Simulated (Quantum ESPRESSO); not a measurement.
**Band-structure run, with input and output: Cr (part 1 of 4)**

- system: Cr (2 atoms in the cell)
- method: Kohn-Sham DFT of a periodic cell, PBEsol, spin-orbit coupling, PseudoDojo 0.4 FR PBEsol standard (Quantum ESPRESSO 7.5)

The structure derives from a Materials Project entry.

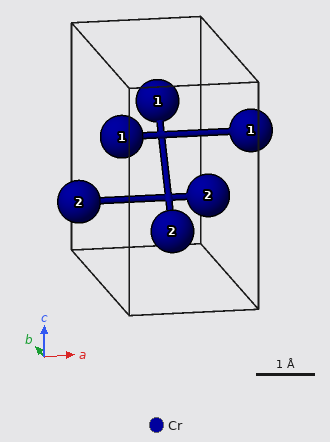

*The structure as given in the input (ball-and-stick view of the cell 2 times as large as that of the calculation, set on its symmetry axes, seen slightly off an axis; atoms are numbered from 1 in the order of the input). An atom can appear more than once, as a periodic image.*

Near neighbours in the periodic cell (some may lie outside the picture): Cr has 4 Cr at 2.29 to 2.40 Å.

## Input
```
&CONTROL
  calculation = 'scf'
  prefix = 'pwscf'
  outdir = './tmp'
  pseudo_dir = './pseudo'
  tprnfor = .true.
  tstress = .true.
  disk_io = 'low'
/
&SYSTEM
  ibrav = 0
  celldm(1) = 8
  nat = 2
  ntyp = 1
  ecutwfc = 94
  nbnd = 48
  occupations = 'smearing'
  smearing = 'fd'
  degauss = 0.00367493
  noncolin = .true.
  lspinorb = .true.
  starting_magnetization(1) = 0.2143
  angle1(1) = 90
  angle2(1) = 0
/
&ELECTRONS
  conv_thr = 4d-10
  electron_maxstep = 120
  mixing_beta = 0.3
/
ATOMIC_SPECIES
Cr    51.9961 Cr.upf
CELL_PARAMETERS alat
  0.2709514131955  -0.5827502274215   0.0000000000000
  0.2709514131955   0.5827502274215   0.0000000000000
  0.0000000000000   0.0000000000000   0.9600542729969
ATOMIC_POSITIONS crystal
Cr     0.8705325800    0.1294674200    0.7500000000
Cr     0.1294674200    0.8705325800    0.2500000000
K_POINTS automatic
9 9 5 0 0 0
```

## File pp_density.in
```
&INPUTPP
  prefix = 'pwscf'
  outdir = './tmp'
  filplot = 'density.dat'
  plot_num = 0
/
&PLOT
  nfile = 1
  filepp(1) = 'density.dat'
  iflag = 3
  output_format = 6
  fileout = 'density.cube'
/
```

## File pp_potential.in
```
&INPUTPP
  prefix = 'pwscf'
  outdir = './tmp'
  filplot = 'potential.dat'
  plot_num = 11
/
&PLOT
  nfile = 1
  filepp(1) = 'potential.dat'
  iflag = 3
  output_format = 6
  fileout = 'potential.cube'
/
```

## File bands.in
```
&CONTROL
  calculation = 'bands'
  prefix = 'pwscf'
  outdir = './tmp'
  pseudo_dir = './pseudo'
  disk_io = 'low'
  verbosity = 'high'
/
&SYSTEM
  ibrav = 0
  celldm(1) = 8
  nat = 2
  ntyp = 1
  ecutwfc = 94
  nbnd = 48
  occupations = 'smearing'
  smearing = 'fd'
  degauss = 0.00367493
  noncolin = .true.
  lspinorb = .true.
  starting_magnetization(1) = 0.2143
  angle1(1) = 90
  angle2(1) = 0
/
&ELECTRONS
  conv_thr = 1d-08
  electron_maxstep = 120
  mixing_beta = 0.3
  diago_full_acc = .true.
  startingwfc = 'random'
/
ATOMIC_SPECIES
Cr    51.9961 Cr.upf
CELL_PARAMETERS alat
  0.2709514131955  -0.5827502274215   0.0000000000000
  0.2709514131955   0.5827502274215   0.0000000000000
  0.0000000000000   0.0000000000000   0.9600542729969
ATOMIC_POSITIONS crystal
Cr     0.8705325800    0.1294674200    0.7500000000
Cr     0.1294674200    0.8705325800    0.2500000000
K_POINTS crystal
60
 0.0000000000  0.0000000000  0.0000000000 1
 0.0434350431  0.0434350431  0.0000000000 1
 0.0868700862  0.0868700862  0.0000000000 1
 0.1303051293  0.1303051293  0.0000000000 1
 0.1737401725  0.1737401725  0.0000000000 1
 0.2171752156  0.2171752156  0.0000000000 1
 0.2606102587  0.2606102587  0.0000000000 1
 0.3040453018  0.3040453018  0.0000000000 1
 0.1520226509  0.4020226509  0.0000000000 1
 0.0000000000  0.5000000000  0.0000000000 1
 0.0000000000  0.5000000000  0.1666666667 1
 0.0000000000  0.5000000000  0.3333333333 1
 0.0000000000  0.5000000000  0.5000000000 1
 0.1013484339  0.4346817673  0.5000000000 1
 0.2026968679  0.3693635345  0.5000000000 1
 0.3040453018  0.3040453018  0.5000000000 1
 0.2660396391  0.2660396391  0.5000000000 1
 0.2280339763  0.2280339763  0.5000000000 1
 0.1900283136  0.1900283136  0.5000000000 1
 0.1520226509  0.1520226509  0.5000000000 1
 0.1140169882  0.1140169882  0.5000000000 1
 0.0760113254  0.0760113254  0.5000000000 1
 0.0380056627  0.0380056627  0.5000000000 1
 0.0000000000  0.0000000000  0.5000000000 1
 0.0000000000  0.0000000000  0.3333333333 1
 0.0000000000  0.0000000000  0.1666666667 1
 0.0000000000  0.0000000000  0.0000000000 1
-0.0833333333  0.0833333333  0.0000000000 1
-0.1666666667  0.1666666667  0.0000000000 1
-0.2500000000  0.2500000000  0.0000000000 1
-0.3333333333  0.3333333333  0.0000000000 1
-0.4166666667  0.4166666667  0.0000000000 1
-0.5000000000  0.5000000000  0.0000000000 1
-0.4608090604  0.5391909396  0.0000000000 1
-0.4216181207  0.5783818793  0.0000000000 1
-0.3824271811  0.6175728189  0.0000000000 1
-0.3432362414  0.6567637586  0.0000000000 1
-0.3040453018  0.6959546982  0.0000000000 1
-0.3040453018  0.6959546982  0.1250000000 1
-0.3040453018  0.6959546982  0.2500000000 1
-0.3040453018  0.6959546982  0.3750000000 1
-0.3040453018  0.6959546982  0.5000000000 1
-0.3367044182  0.6632955818  0.5000000000 1
-0.3693635345  0.6306364655  0.5000000000 1
-0.4020226509  0.5979773491  0.5000000000 1
-0.4346817673  0.5653182327  0.5000000000 1
-0.4673408836  0.5326591164  0.5000000000 1
-0.5000000000  0.5000000000  0.5000000000 1
-0.5000000000  0.5000000000  0.3750000000 1
-0.5000000000  0.5000000000  0.2500000000 1
-0.5000000000  0.5000000000  0.1250000000 1
-0.5000000000  0.5000000000  0.0000000000 1
 0.0000000000  0.0000000000  0.5000000000 1
-0.0714285714  0.0714285714  0.5000000000 1
-0.1428571429  0.1428571429  0.5000000000 1
-0.2142857143  0.2142857143  0.5000000000 1
-0.2857142857  0.2857142857  0.5000000000 1
-0.3571428571  0.3571428571  0.5000000000 1
-0.4285714286  0.4285714286  0.5000000000 1
-0.5000000000  0.5000000000  0.5000000000 1
```

Run as:
```bash
OMP_NUM_THREADS=1 mpirun -n 2 pw.x -nk 2 -in pw.in > pw.out
OMP_NUM_THREADS=1 mpirun -n 1 pp.x -in pp_density.in > pp_density.out
OMP_NUM_THREADS=1 mpirun -n 1 pp.x -in pp_potential.in > pp_potential.out
OMP_NUM_THREADS=1 mpirun -n 2 pw.x -nk 2 -in bands.in > bands.out
```

## Output
```
This program is part of the open-source Quantum ESPRESSO suite
     for quantum simulation of materials; please cite
         "P. Giannozzi et al., J. Phys.:Condens. Matter 21 395502 (2009);
         "P. Giannozzi et al., J. Phys.:Condens. Matter 29 465901 (2017);
         "P. Giannozzi et al., J. Chem. Phys. 152 154105 (2020);
          URL
     in publications or presentations arising from this work. More details at

     Fixed quantization axis for GGA:     1.000000    0.000000    0.000000
     Message from routine setup:
     using ibrav=0 with symmetry is DISCOURAGED, use correct ibrav instead

     K-points division:     npool     =       2
     Subspace diagonalization in iterative solution of the eigenvalue problem:
     a serial algorithm will be used

     G-vector sticks info
     --------------------
     sticks:   dense  smooth     PW     G-vecs:    dense   smooth      PW
     Sum         601     601    195                19143    19143    3509

     Using Slab Decomposition

     bravais-lattice index     =            0
     lattice parameter (alat)  =       8.0000  a.u.
     unit-cell volume          =     155.2278 (a.u.)^3
     number of atoms/cell      =            2
     number of atomic types    =            1
     number of electrons       =        28.00
     number of Kohn-Sham states=           48
     kinetic-energy cutoff     =      94.0000  Ry
     charge density cutoff     =     376.0000  Ry
     scf convergence threshold =      4.0E-10
     mixing beta               =       0.3000
     number of iterations used =            8  plain     mixing
     Exchange-correlation= PBESOL
                           (   1   4  10   8   0   0   0)
     Noncollinear calculation with spin-orbit

     celldm(1)=   8.000000  celldm(2)=   0.000000  celldm(3)=   0.000000
     celldm(4)=   0.000000  celldm(5)=   0.000000  celldm(6)=   0.000000

     crystal axes: (cart. coord. in units of alat)
               a(1) = (   0.270951  -0.582750   0.000000 )
               a(2) = (   0.270951   0.582750   0.000000 )
               a(3) = (   0.000000   0.000000   0.960054 )

     reciprocal axes: (cart. coord. in units 2 pi/alat)
               b(1) = (  1.845349 -0.858001  0.000000 )
               b(2) = (  1.845349  0.858001 -0.000000 )
               b(3) = ( -0.000000  0.000000  1.041608 )

     PseudoPot. # 1 for Cr read from file:
     Cr.upf
     Pseudo is Norm-conserving + core correction, Zval = 14.0
     Generated using ONCVPSP code by D. R. Hamann
     Using radial grid of 1638 points, 10 beta functions with:
                l(1) =   0
                l(2) =   0
                l(3) =   1
                l(4) =   1
                l(5) =   1
                l(6) =   1
                l(7) =   2
                l(8) =   2
                l(9) =   2
               l(10) =   2

     atomic species   valence    mass     pseudopotential
     Cr               14.00    51.99610     Cr( 1.00)

      8 Sym. Ops., with inversion, found ( 4 have fractional translation)

   Cartesian axes

     site n.     atom                  positions (alat units)
         1        Cr     tau(   1) = (   0.2709514  -0.4318559   0.7200407  )
         2        Cr     tau(   2) = (   0.2709514   0.4318559   0.2400136  )

     number of k points=    75  Fermi-Dirac smearing, width (Ry)=  0.0037
                       cart. coord. in units 2pi/alat
        k(    1) = (   0.0000000   0.0000000   0.0000000), wk =   0.0024691
        k(    2) = (   0.0000000   0.0000000   0.2083216), wk =   0.0049383
        k(    3) = (   0.0000000   0.0000000   0.4166431), wk =   0.0049383
        k(    4) = (   0.2050388   0.0953334   0.0000000), wk =   0.0098765
        k(    5) = (   0.2050388   0.0953334   0.2083216), wk =   0.0197531
        k(    6) = (   0.2050388   0.0953334   0.4166431), wk =   0.0197531
        k(    7) = (   0.4100776   0.1906668   0.0000000), wk =   0.0098765
        k(    8) = (   0.4100776   0.1906668   0.2083216), wk =   0.0197531
        k(    9) = (   0.4100776   0.1906668   0.4166431), wk =   0.0197531
        k(   10) = (   0.6151164   0.2860002   0.0000000), wk =   0.0098765
        k(   11) = (   0.6151164   0.2860002   0.2083216), wk =   0.0197531
        k(   12) = (   0.6151164   0.2860002   0.4166431), wk =   0.0197531
        k(   13) = (   0.8201552   0.3813336   0.0000000), wk =   0.0098765
        k(   14) = (   0.8201552   0.3813336   0.2083216), wk =   0.0197531
        k(   15) = (   0.8201552   0.3813336   0.4166431), wk =   0.0197531
        k(   16) = (   0.4100776   0.0000000   0.0000000), wk =   0.0049383
        k(   17) = (   0.4100776   0.0000000   0.2083216), wk =   0.0098765
        k(   18) = (   0.4100776   0.0000000   0.4166431), wk =   0.0098765
        k(   19) = (   0.6151164   0.0953334   0.0000000), wk =   0.0098765
        k(   20) = (   0.6151164   0.0953334   0.2083216), wk =   0.0197531
        k(   21) = (   0.6151164   0.0953334   0.4166431), wk =   0.0197531
        k(   22) = (   0.8201552   0.1906668   0.0000000), wk =   0.0098765
        k(   23) = (   0.8201552   0.1906668   0.2083216), wk =   0.0197531
        k(   24) = (   0.8201552   0.1906668   0.4166431), wk =   0.0197531
        k(   25) = (   1.0251941   0.2860002   0.0000000), wk =   0.0098765
        k(   26) = (   1.0251941   0.2860002   0.2083216), wk =   0.0197531
        k(   27) = (   1.0251941   0.2860002   0.4166431), wk =   0.0197531
        k(   28) = (  -0.6151164  -0.4766670   0.0000000), wk =   0.0098765
        k(   29) = (  -0.6151164  -0.4766670   0.2083216), wk =   0.0197531
        k(   30) = (  -0.6151164  -0.4766670   0.4166431), wk =   0.0197531
        k(   31) = (  -0.4100776  -0.3813336   0.0000000), wk =   0.0098765
        k(   32) = (  -0.4100776  -0.3813336   0.2083216), wk =   0.0197531
        k(   33) = (  -0.4100776  -0.3813336   0.4166431), wk =   0.0197531
        k(   34) = (  -0.2050388  -0.2860002   0.0000000), wk =   0.0098765
        k(   35) = (  -0.2050388  -0.2860002   0.2083216), wk =   0.0197531
        k(   36) = (  -0.2050388  -0.2860002   0.4166431), wk =   0.0197531
        k(   37) = (  -0.0000000  -0.1906668   0.0000000), wk =   0.0049383
        k(   38) = (  -0.0000000  -0.1906668   0.2083216), wk =   0.0098765
        k(   39) = (  -0.0000000  -0.1906668   0.4166431), wk =   0.0098765
        k(   40) = (   0.8201552   0.0000000   0.0000000), wk =   0.0049383
        k(   41) = (   0.8201552   0.0000000   0.2083216), wk =   0.0098765
        k(   42) = (   0.8201552   0.0000000   0.4166431), wk =   0.0098765
        k(   43) = (   1.0251941   0.0953334   0.0000000), wk =   0.0098765
        k(   44) = (   1.0251941   0.0953334   0.2083216), wk =   0.0197531
        k(   45) = (   1.0251941   0.0953334   0.4166431), wk =   0.0197531
        k(   46) = (   1.2302329   0.1906668   0.0000000), wk =   0.0098765
        k(   47) = (   1.2302329   0.1906668   0.2083216), wk =   0.0197531
        k(   48) = (   1.2302329   0.1906668   0.4166431), wk =   0.0197531
        k(   49) = (  -0.4100776  -0.5720003   0.0000000), wk =   0.0098765
        k(   50) = (  -0.4100776  -0.5720003   0.2083216), wk =   0.0197531
        k(   51) = (  -0.4100776  -0.5720003   0.4166431), wk =   0.0197531
        k(   52) = (  -0.2050388  -0.4766670   0.0000000), wk =   0.0098765
        k(   53) = (  -0.2050388  -0.4766670   0.2083216), wk =   0.0197531
        k(   54) = (  -0.2050388  -0.4766670   0.4166431), wk =   0.0197531
        k(   55) = (  -0.0000000  -0.3813336   0.0000000), wk =   0.0049383
        k(   56) = (  -0.0000000  -0.3813336   0.2083216), wk =   0.0098765
        k(   57) = (  -0.0000000  -0.3813336   0.4166431), wk =   0.0098765
        k(   58) = (   1.2302329  -0.0000000   0.0000000), wk =   0.0049383
        k(   59) = (   1.2302329  -0.0000000   0.2083216), wk =   0.0098765
        k(   60) = (   1.2302329  -0.0000000   0.4166431), wk =   0.0098765
        k(   61) = (   1.4352717   0.0953334   0.0000000), wk =   0.0098765
        k(   62) = (   1.4352717   0.0953334   0.2083216), wk =   0.0197531
        k(   63) = (   1.4352717   0.0953334   0.4166431), wk =   0.0197531
        k(   64) = (  -0.2050388  -0.6673337   0.0000000), wk =   0.0098765
        k(   65) = (  -0.2050388  -0.6673337   0.2083216), wk =   0.0197531
        k(   66) = (  -0.2050388  -0.6673337   0.4166431), wk =   0.0197531
        k(   67) = (  -0.0000000  -0.5720003   0.0000000), wk =   0.0049383
        k(   68) = (  -0.0000000  -0.5720003   0.2083216), wk =   0.0098765
        k(   69) = (  -0.0000000  -0.5720003   0.4166431), wk =   0.0098765
        k(   70) = (   1.6403105   0.0000000   0.0000000), wk =   0.0049383
        k(   71) = (   1.6403105   0.0000000   0.2083216), wk =   0.0098765
        k(   72) = (   1.6403105   0.0000000   0.4166431), wk =   0.0098765
        k(   73) = (  -0.0000000  -0.7626671   0.0000000), wk =   0.0049383
        k(   74) = (  -0.0000000  -0.7626671   0.2083216), wk =   0.0098765
        k(   75) = (  -0.0000000  -0.7626671   0.4166431), wk =   0.0098765

     Dense  grid:    19143 G-vectors     FFT dimensions: (  32,  32,  48)

     Generating pointlists ...
     new r_m :   0.2235 (alat units)  1.7883 (a.u.) for type    1

     Initial potential from superposition of free atoms

     starting charge      27.9974, renormalised to      28.0000

 ==============================================================================
     atom number    1 relative position :    0.2710  -0.4319   0.7200
     charge :    12.199116  (integrated on a sphere of radius 0.224)
     magnetization :          2.614271    0.000000    0.000000
     magnetization/charge:    0.214300    0.000000    0.000000
     polar coord.: r, theta, phi [deg] :     2.614271   90.000000    0.000000

 ==============================================================================

 ==============================================================================
     atom number    2 relative position :    0.2710   0.4319   0.2400
     charge :    12.199116  (integrated on a sphere of radius 0.224)
     magnetization :          2.614271    0.000000    0.000000
     magnetization/charge:    0.214300    0.000000    0.000000
     polar coord.: r, theta, phi [deg] :     2.614271   90.000000    0.000000

 ==============================================================================
     Starting wfcs are   40 randomized atomic wfcs +    8 random wfcs

     Self-consistent Calculation

     iteration #  1     ecut=    94.00 Ry     beta= 0.30
     Davidson diagonalization with overlap
     ethr =  1.00E-02,  avg # of iterations =  4.2

     total energy              =    -355.37461980 Ry
     estimated scf accuracy    <       0.75522410 Ry

     total magnetization       =     2.43    -0.00     0.00 Bohr mag/cell
     absolute magnetization    =     2.43 Bohr mag/cell

     iteration #  2     ecut=    94.00 Ry     beta= 0.30
     Davidson diagonalization with overlap
     ethr =  2.70E-03,  avg # of iterations =  1.2

     total energy              =    -355.45201871 Ry
     estimated scf accuracy    <       0.12280946 Ry

     total magnetization       =     2.41     0.00    -0.00 Bohr mag/cell
     absolute magnetization    =     2.41 Bohr mag/cell

     iteration #  3     ecut=    94.00 Ry     beta= 0.30
     Davidson diagonalization with overlap
     ethr =  4.39E-04,  avg # of iterations =  2.2

     total energy              =    -355.48473473 Ry
     estimated scf accuracy    <       0.04059957 Ry

     total magnetization       =     2.05     0.00     0.00 Bohr mag/cell
     absolute magnetization    =     2.05 Bohr mag/cell

     iteration #  4     ecut=    94.00 Ry     beta= 0.30
     Davidson diagonalization with overlap
     ethr =  1.45E-04,  avg # of iterations =  2.2
```
